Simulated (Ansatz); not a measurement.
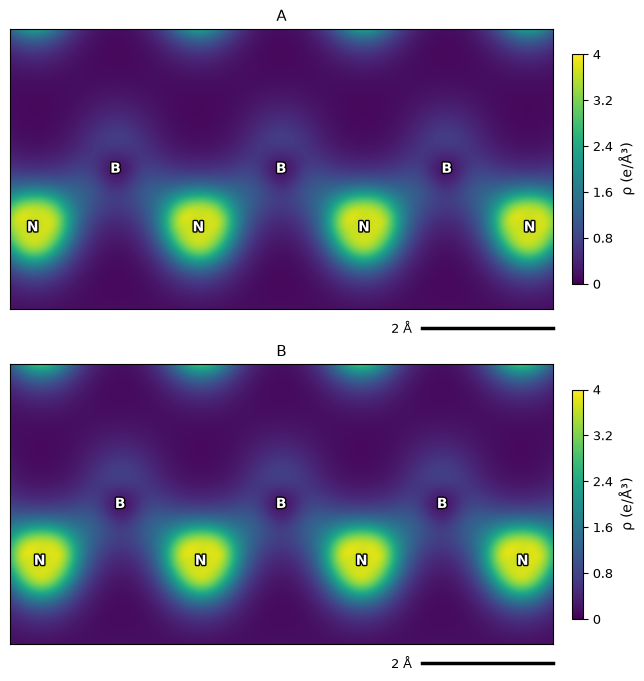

BN. The valence electron density of two cells that differ in size, on the (11̄0) plane of each (indices in the axes of the calculation cell), at one length scale and on one colour scale; one has 5.3 and the other 5.7 Å³ an atom.

Theory: DFT LDA, scalar-relativistic, plane waves, PAW in Ansatz 0.2.0.

In a PAW calculation such maps are meaningful between the atoms, not at the nuclei.

The larger cell:

```
CELL_PARAMETERS angstrom
0.00000 1.79027 1.79027
1.79027 0.00000 1.79027
1.79027 1.79027 0.00000
ATOMIC_POSITIONS crystal
B 0.00000 0.00000 0.00000
N 0.75000 0.75000 0.75000
```

The smaller cell: a = 2.461 Å, b = 2.461 Å, c = 2.461 Å, α = 60.00°, β = 60.00°, γ = 60.00°.

### Which panel shows the smaller cell, and what does the compression change?

Panel B is the smaller cell, by 8 % in volume. From the larger cell to the smaller, B–N goes from 1.55 to 1.51 Å, and the density at its midpoint from 1.5 to 1.6 e/Å³; the pressure goes from 0.0 to 40 GPa; the Kohn–Sham gap goes from 4.4 eV to 4.5 eV.
